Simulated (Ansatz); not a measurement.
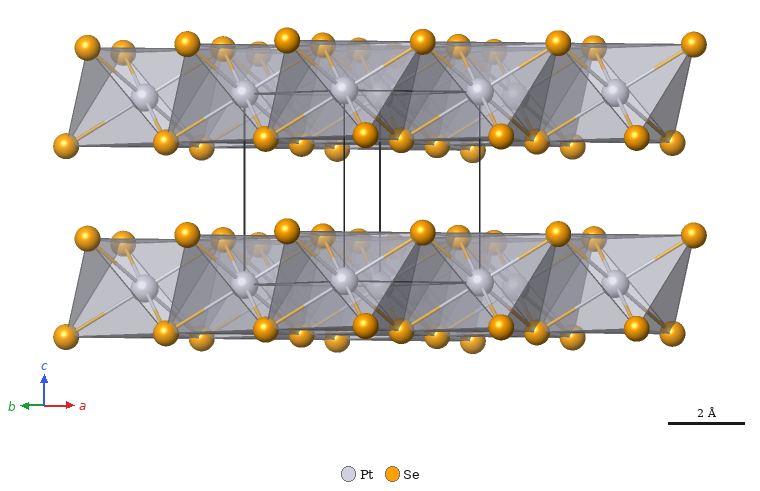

Figure 1. The structure as given in the input (polyhedral view of the cell of the calculation, repeated 2 × 2 × 1, seen at an oblique angle; polyhedra are completed across the faces of the cell).

PtSe$_{2}$: single-point calculation (part 1 of 3)

- system: PtSe$_{2}$ (3 atoms in the cell)
- method: DFT PBE+U, scalar-relativistic, plane waves, PAW, Ueff = 8 eV on Pt atom 1 d, spin-polarised (Ansatz 0.2.0)

The structure derives from an entry of the Crystallography Open Database. It belongs to a series of runs on one base structure; here: natural orbitals of the symmetric run, filled by rank. Figures and captions count atoms from 1; the log counts them from 0 in places.

Input file:
```yaml
crystal:
  lattice:
    - [3.72400029, 0.0, 0.0]
    - [-1.86200015, 3.22507886, 0.0]
    - [0.0, 0.0, 5.06199958]
  atoms:
    - { symbol: Pt, position: [0.0, 0.0, 0.0], spin: 4.0 }
    - { symbol: Se, position: [0.3333333333, 0.6666666667, 0.25] }
    - { symbol: Se, position: [0.6666666667, 0.3333333333, 0.75] }
basis:
  ecutwfc: 420
  ecutrho_ratio: 4
kpoints:
  mp_grid: { grid: [6, 6, 4] }
hamiltonian:
  xc: pbe
  hubbard:
    sites:
      - { site: 0, l: d, u_eff: 8.0, starting_ns: [{ spin: up, occupation_matrix: s0up }, { spin: down, occupation_matrix: s0down }] }
    occupation_matrices:
      s0up:
        matrix:
          - [0.97, 0.0, 0.0, 0.0, 0.0]
          - [0.0, 0.97, 0.0, 0.0, 0.0]
          - [0.0, 0.0, 0.97, 0.0, 0.0]
          - [0.0, 0.0, 0.0, 0.97, 0.0]
          - [0.0, 0.0, 0.0, 0.0, 0.97]
      s0down:
        matrix:
          - [0.02, 0.0, 0.0, 0.0, 0.0]
          - [0.0, 0.38495, 0.0, 0.0, -0.46208]
          - [0.0, 0.0, 0.02, 0.0, 0.0]
          - [0.0, 0.0, 0.0, 0.02, 0.0]
          - [0.0, -0.46208, 0.0, 0.0, 0.60505]
    ns_hold: { iters: 10 }
scf:
  occupations: { method: gaussian, width: 0.05 }
  lower_state_search: "off"
  max_iter: 150
output:
  forces: true
  stress: true
  eigenvalues: true
  populations: true
  hubbard: { sites: [{ site: 0, l: d }] }
  write_density: true
  write_potential: true
  elf: true
  volumetric_format: npy
magnetization:
  spin_polarized: true
```

Run on 2 threads of AMD EPYC (Zen 4), 64 GiB of memory available, shared host.

Command:
```bash
ansatz run input.yaml --threads 2 --pin off --max-ram 3072MiB --backend cpu --events-out ev --progress --plain --runs-dir out
```

The program's output:
```
Warning: crystal.symmetry: narrowed to the stabiliser of the occupation matrices — unitary ops 12 → 4; lowered by the specified shell (site 0, l: d); largest admitted image defect 1.8e-9, smallest excluded 4.4e-1 — at a splitting's scale: the group the occupation matrices' own texture admits
Pt: projections on atomic orbitals take those of the free atom [Kr 4d10 4f14] 5s2 5p6 5d9 6s1, of charge +0.00 (hamiltonian.pseudopotentials.projection_atoms); the dataset's partial waves leave at most 9.1e-5 of an orbital's norm unspanned inside its sphere
Se: projections on atomic orbitals take those of the free atom [Ar] 3d10 4s2 4p4, of charge +0.00 (hamiltonian.pseudopotentials.projection_atoms); the dataset's partial waves leave at most 2.3e-6 of an orbital's norm unspanned inside its sphere
Engine: ansatz 0.2.0, x86_64-unknown-linux-gnu
Pseudopotentials: kind: paw
Pseudopotential: Pt, paw, valence charge 18, recommended cutoff 420 eV (normal), Pt.paw.azcp
Pseudopotential: Se, paw, valence charge 16, recommended cutoff 420 eV (normal), Se.paw.azcp
Functional definition: PBE
  parameter kappa = 0.804
  parameter beta = 0.06672455060314922
  exchange = pbe_x(kappa = kappa, mu = beta*pi^2/3)
  correlation = pbe_c(beta = beta)
Crystal: 3 atoms, lattice volume = 60.796 Å³
Basis set: ecut = 420 eV, 1205 PW (Γ), exchange–correlation on 50×50×72 points (8 copies of the dense FFT grid, shifted against one another)
Bands: 33, of which v1, the nominal top of the filled ones, is band 25 counted from 1 (24 counted from 0)
Symmetry: 4 space group operations
k-points: 47 of 144
Non-local potential: Pt, projectors of the file, l = 0: 3, l = 1: 2, l = 2: 2, l = 3: 1
Non-local potential: Se, projectors of the file, l = 0: 2, l = 1: 2, l = 2: 3, l = 3: 1
PAW form: soft (Blöchl's): semilocal exchange-correlation on the pseudo side does not see the compensation charge
PAW one-centre angular grid: Pt, 590 points (default); XC on 64 Gauss nodes
PAW one-centre angular grid: Se, 590 points (default); XC on 64 Gauss nodes
Initial density: superposition of atomic densities (chi_scale 0.1, normalization cell)
Starting moments: Σ|m| = 4 μB on 1 of 3 sites
Initial wavefunctions: pseudopotential atomic-orbital guess
Functional: x = pbe(κ = 0.804, μ = 0.2195149727645171), c = pbe(β = 0.06672455060314922)
```
